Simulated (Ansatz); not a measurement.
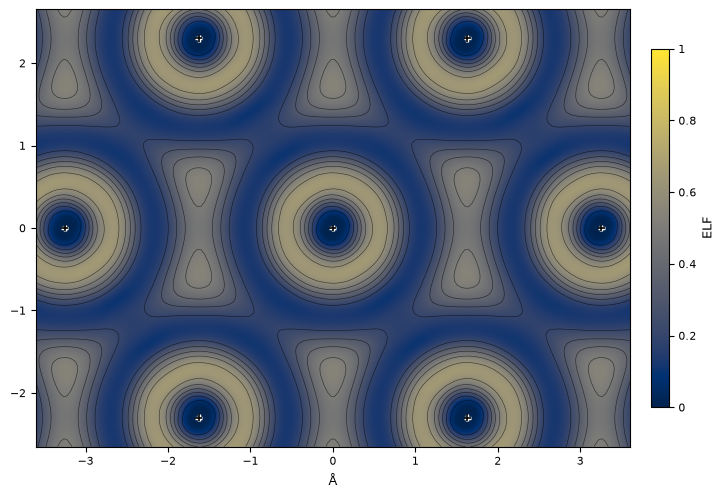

The electron localisation function on a plane through atoms (crosses mark nuclei in the plane).

The calculation used DFT PBE, scalar-relativistic, plane waves, PAW (Ansatz 0.2.0).

Candidates:
A. Ti, a = 3.26 Å, b = 3.26 Å, c = 3.26 Å, α = 90.00°, β = 90.00°, γ = 90.00°. Space group Im-3m; computed without spin polarisation.
B. GaN, a = 3.22 Å, b = 3.22 Å, c = 5.24 Å, α = 90.00°, β = 90.00°, γ = 120.00°. Space group P6₃mc; a structure from a database of computed crystals, not necessarily the ambient phase.
C. W, a = 4.04 Å, b = 4.04 Å, c = 4.04 Å, α = 90.00°, β = 90.00°, γ = 90.00°. Space group Fm-3m.

Which system is this?

Candidate A: Ti on the (011̄) plane of the conventional cell, which holds Ti. Ti–Ti (2.82 Å): the ELF is about 0.15 at the midpoint; no localised pair shows between them.
